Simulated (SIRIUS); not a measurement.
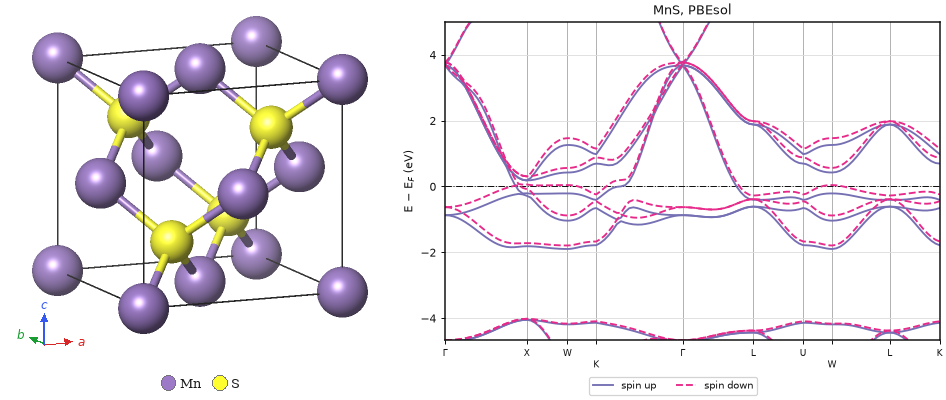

Band structure, beside the structure. Energies are counted from the Fermi level. The path runs straight from each named point to the next.

System: zincblende MnS, space group F-43m, 2 atoms in the primitive cell.

```cif
data_structure
_symmetry_space_group_name_H-M 'F-43m'
_symmetry_Int_Tables_number 216
_cell_length_a 4.9469
_cell_length_b 4.9469
_cell_length_c 4.9469
_cell_angle_alpha 90.000
_cell_angle_beta 90.000
_cell_angle_gamma 90.000
_cell_volume 121.06
loop_
_atom_site_label
_atom_site_type_symbol
_atom_site_symmetry_multiplicity
_atom_site_Wyckoff_symbol
_atom_site_fract_x
_atom_site_fract_y
_atom_site_fract_z
_atom_site_occupancy
Mn1 Mn 4 a 0.00000 0.00000 0.00000 1
S1 S 4 c 0.25000 0.25000 0.25000 1
```

SIRIUS; PBEsol, all-electron FP-LAPW, collinear spin, ferromagnetic start that ends with little or no moment, no spin-orbit coupling, 9×9×9 k mesh, Fermi-Dirac smearing of 0.05 eV.

Does this material conduct, going by its bands?

A metal: bands cross the Fermi level along this path.

Which levels at X lie nearest to the Fermi level?

At X the nearest levels lie 0.08 eV below and 0.06 eV above the Fermi level.

Semilocal functionals often make such compounds metallic where correlation or magnetic order opens a gap, which also shifts bond lengths. The k mesh is thin for a metal, so its Fermi level is uncertain. The cell is a database's computed one. Bands are joined in order of energy, so crossings between the computed points show as kinks or gaps.
